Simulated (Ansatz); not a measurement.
**Si(001) (P6_3/mmc bulk, the cell from a database of computed structures, not from a measurement, 8 atomic planes (those closer than 0.6 Å count as one), 10 Å): images, spectra and barriers**

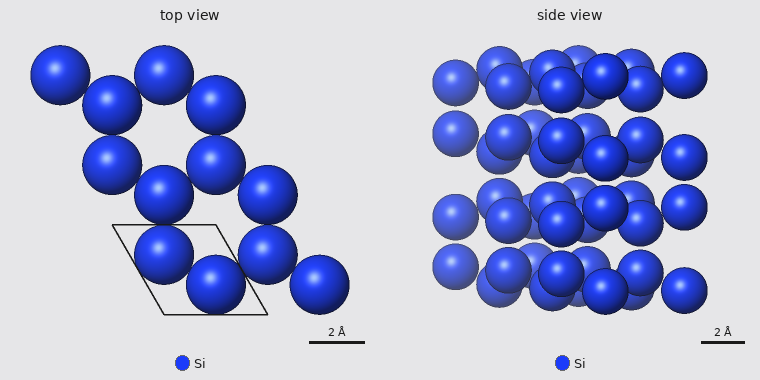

The relaxed structure from above and from the side.

The calculation used DFT PBE, scalar-relativistic, plane waves, PAW (Ansatz). Cutoff 420 eV, 33 × 33 k-points, Gaussian smearing 0.1 eV, dipole correction. The slab is a cut without reconstruction beyond its cell, at the source's lattice constants, with its lower half held fixed and the rest relaxed. Of the two ways to cut these planes this one leaves the narrow spacing on top (0.80 Å as cut, then 2.37 Å). This isn't the element's usual diamond form. Real surfaces of this element reconstruct in larger cells, which this cell doesn't allow. No spin polarisation. The run couldn't confirm all of its levels under its output density.

Model: Tersoff–Hamann, s-wave tip, no tip–sample forces. Bias windows are sharp sums over the levels of the k mesh.

The calculation's input:

```yaml
crystal:
  lattice:
    - [3.83131746, 0.0, 0.0]
    - [-1.91565873, 3.31801825, 0.0]
    - [0.0, 0.0, 28.2969634412]
  atoms:
    - { symbol: Si, position: [0.6666666667, 0.3333333333, 0.3180553284] }
    - { symbol: Si, position: [0.3333333333, 0.6666666667, 0.3462573186] }
    - { symbol: Si, position: [0.3333333333, 0.6666666667, 0.4299511094] }
    - { symbol: Si, position: [0.6666666667, 0.3333333333, 0.4581530996] }
    - { symbol: Si, position: [0.6666666667, 0.3333333333, 0.5421037447] }
    - { symbol: Si, position: [0.3333333333, 0.6666666667, 0.5701103423] }
    - { symbol: Si, position: [0.3333333333, 0.6666666667, 0.6557747974] }
    - { symbol: Si, position: [0.6666666667, 0.3333333333, 0.6800135963] }
basis:
  ecutwfc: 420.0
  fft_grid_basis: typed
kpoints:
  mp_grid: { grid: [33, 33, 1] }
hamiltonian:
  xc: pbe
scf:
  occupations: { method: gaussian, width: 0.1 }
output:
  forces: true
  eigenvalues: true
  band_densities:
    - { e_range: [-2.0, -1.0] }
    - { e_range: [-1.0, -0.5] }
    - { e_range: [-0.5, -0.25] }
    - { e_range: [-0.25, 0.0] }
    - { e_range: [0.0, 0.25] }
    - { e_range: [0.25, 0.5] }
    - { e_range: [0.5, 1.0] }
    - { e_range: [1.0, 1.5] }
  band_residual_tolerance: 1.0e-05
  write_potential: true
  elf: true
  write_density: true
  volumetric_format: npy
efield:
  axis: 3
  dipole_correction: true
  ramp_width: 0.04
checkpoint:
  read: start.run
  write: ck
  compress: false
  write_wavefunctions: false
  write_every: 100000
```

Command:

```sh
ansatz run input.yaml --threads 1 --pin off --max-ram 2211MiB --backend cpu --events-out ev --progress --plain --runs-dir out
```

This last single point, started from the relaxation's saved density, took 110 s on 1 thread of Intel(R) Xeon(R) Platinum 8375C CPU @ 2.90GHz (Ice Lake), on a shared host, peak memory 1 GiB.

Part 1: One image

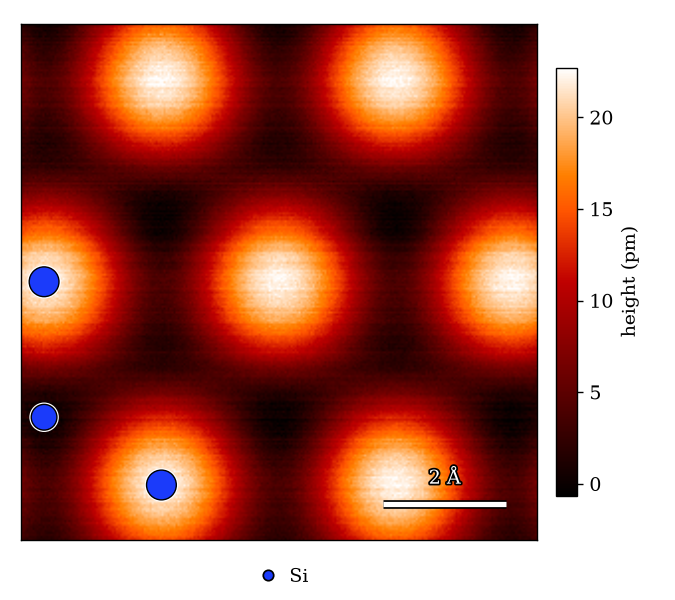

Constant-current image at a set point of 7.2 × 10⁻⁵ e/Å³ of this surface, sample bias +1.50 V. The atoms seen from above are drawn over one corner (deeper ones smaller). Noise was added to mimic a scan.

> Assign the bright and dark features to the surface structure.

The brightest spots lie over the top Si atoms; the darkest points are over the Si atoms 0.7 Å below the top plane. The corrugation is 22 pm at a mean tip height of 4.0 Å.

Part 2: Approach curves

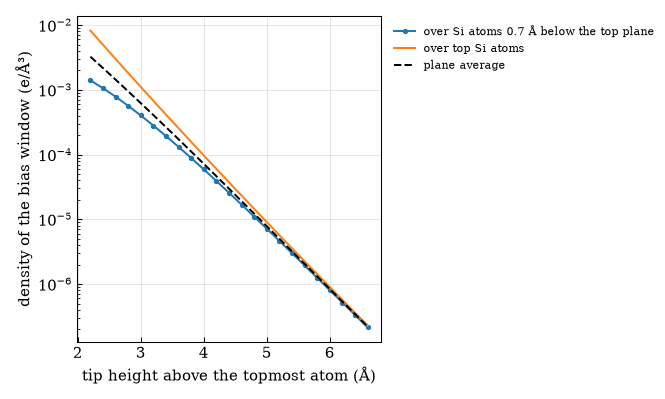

Approach curves over this surface at a sample bias of +1.50 V.

> Estimate the decay constant and the apparent barrier, and compare with the vacuum level, which the run puts 4.71 eV above zero bias.

Near 4 Å the plane average falls as exp(−2.20 z/Å), a factor of 9 per ångström, which gives an apparent barrier of 4.6 eV (0.952 eV Å² times the slope squared). The upper edge of the window lies 3.21 eV under the vacuum level. The apparent barrier is above 3.21 eV. At 4 Å the 0.50 eV of states nearest the upper edge carry 4 % of the density, so deeper states, or ones away from the zone centre, set the barrier.

Part 3: Barrier map

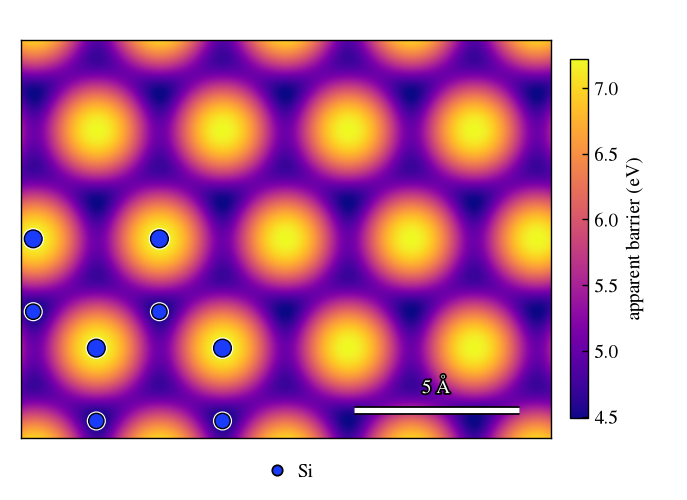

Map of the apparent barrier height, 0.952 eV Å² × (d ln I/dz)², 3.8 Å above this surface at −0.25 V; lighter colours are higher.

> Where is the apparent barrier highest and lowest, and over what range?

It is highest, 7.2 eV, over the top Si atoms, and lowest, 4.5 eV, over the Si atoms 0.7 Å below the top plane. The vacuum level lies 4.71 eV above zero bias. The high values lie on or round the bright spots: there the density falls fastest, as the corrugation dies out with height.
